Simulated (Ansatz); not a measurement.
**Si₃O₅ (cell with a defect): density, localisation and related maps**

```
Si O
1.0
    -5.08327   -5.08327    0.00000
    -5.08327    5.08327    0.00000
     5.08327    0.00000   -7.09890
Si O
9 15
Direct
  0.55865 0.27087 0.48459
  0.04299 0.75059 0.50261
  0.61995 0.81942 0.24406
  0.11331 0.33514 0.25346
  0.87874 0.66957 0.73394
  0.35737 0.15580 0.75968
  0.70411 0.97759 0.99205
  0.18984 0.49588 0.00089
  0.60411 0.39258 0.79554
  0.01754 0.80243 0.69148
  0.91941 0.14263 0.16135
  0.41378 0.64771 0.16513
  0.33402 0.25881 0.31547
  0.82369 0.73049 0.33182
  0.04480 0.62671 0.90386
  0.51481 0.09121 0.92178
  0.20056 0.28764 0.83514
  0.73434 0.82184 0.80918
  0.73702 0.46280 0.53230
  0.21755 0.94463 0.56127
  0.62081 0.83839 0.06566
  0.07675 0.41527 0.09601
  0.62782 0.04651 0.40212
  0.12109 0.52977 0.44008
```

These are results of DFT PBE, scalar-relativistic, plane waves, PAW in Ansatz, not measurements.

The density is the valence pseudo-density of a PAW calculation; it isn't the true density close to the nuclei.

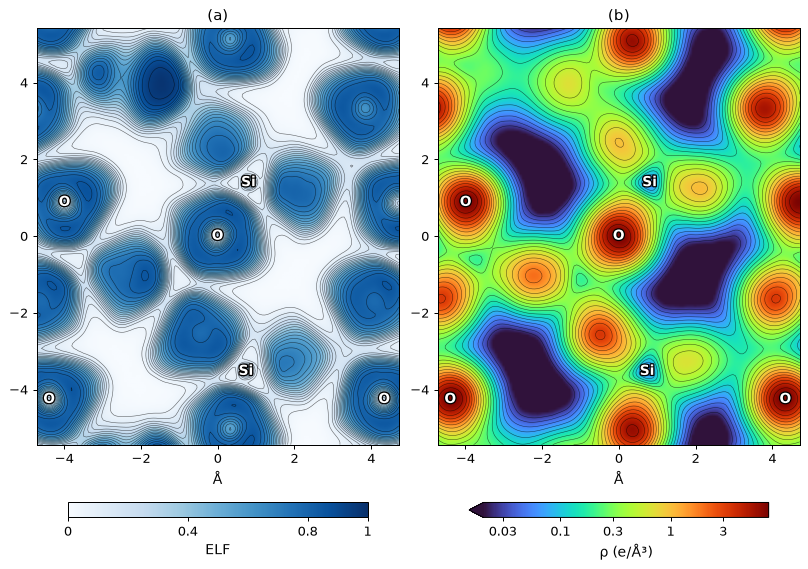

Figure 1. (a) electron localisation function; (b) valence electron density on the (110) plane of the calculation cell.

Question: What does the map show?

Answer:
- The section cuts through Si and O sites.
- Atoms just off the plane (Si, 0.5 Å away and O, 0.3 Å away) can leave unmarked features too.
- Si–O (1.62 Å): ρ is about 1.2 e/Å³ halfway; the ELF peaks at about 0.85 between the atoms (a polar covalent bond).
- Between the atoms the lowest density in this plane is 0.005 e/Å³.
- The ELF also peaks beside O, away from the bonds: lone-pair regions.

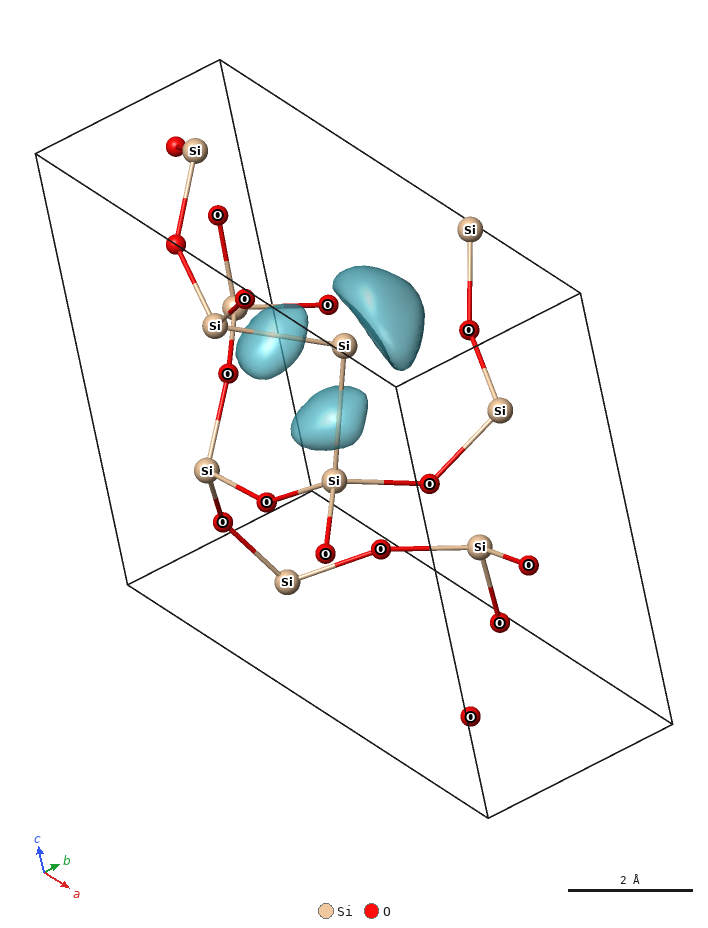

Figure 2. Isosurface of the ELF at 0.9 (cyan), seen slightly off an axis. Core shells and regions of very low density are left out. Sticks mark near contacts.

Question: Describe the localisation domains.

Answer: The ELF exceeds this value in two regions between bonded Si–Si atoms (shared pairs) and one lobe on Si, pointing away from the bonds (lone pairs), counted in one cell of 24 atoms. Any copies at cell faces, edges or corners count once.


 Si–Si (2.29 Å): the ELF peaks at about 1 between the atoms, as expected for a shared electron pair.

Question: Metal or insulator at this level of theory?

Answer: It is gapped, with a Kohn–Sham gap of 0.90 eV on the k-point mesh (the band edges may lie off the mesh, which would make the gap smaller).
